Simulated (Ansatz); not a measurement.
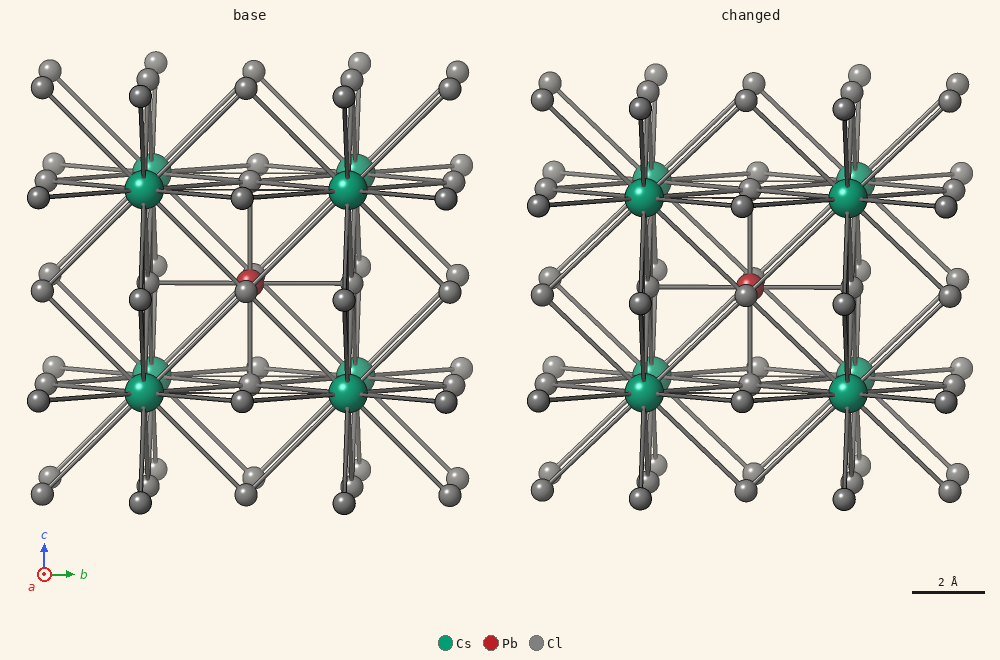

Left: crystalline CsPbCl3 (set up in Pm-3m). Right: the same structure after one change, at the same scale. Style: ball-and-stick. Shown: the cell of the calculation, from a free direction.

Computed with DFT r2SCAN, scalar-relativistic, plane waves, PAW in Ansatz. Set-up: plane-wave cutoff 500 eV; k-point mesh 6 × 6 × 6; occupations gaussian; smearing width 0.02 eV; no spin polarisation.

Which change leads from the left to the right?

Answer. Strain along c alone, −4.0 %, is applied. Symmetry leaves the atoms no freedom, so this is a single point.

And its effect?

Answer. Energy change: +12.0 meV per atom. The pressure goes from 0.0 to 1.2 GPa. The principal stresses (compression positive) are 2.9 GPa along c and 0.3 GPa across it. All forces vanish by symmetry. Near-neighbour distances before and after: Cl–Pb 2.838 → 2.724 to 2.838 Å, Cl–Cs 4.013 → 3.934 to 4.013 Å. The space group (tolerance 0.01 Å) goes from Pm-3m (No. 221) to P4/mmm (No. 123).
